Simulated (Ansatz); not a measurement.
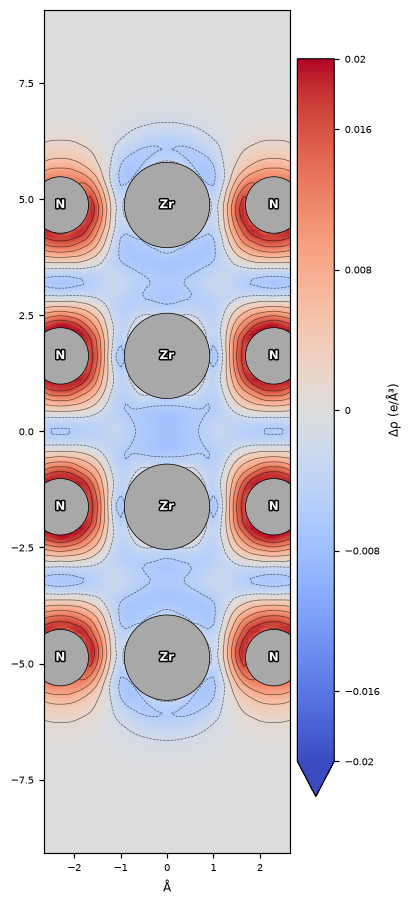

ZrN (slab). Difference of the valence pseudo-densities of two functionals at the same geometry, on the (100) plane of the calculation cell, a cut from vacuum to vacuum: r2SCAN less PBE.

Computed without spin polarisation.

Both computed with Ansatz (plane waves, PAW), on the same k-point mesh. Grey discs cover the atomic cores.

**Where does the change of functional move the electrons?**

Against PBE, r2SCAN gives more density around N (+0.014 e/Å³ on average at 0.8 Å from the nucleus).
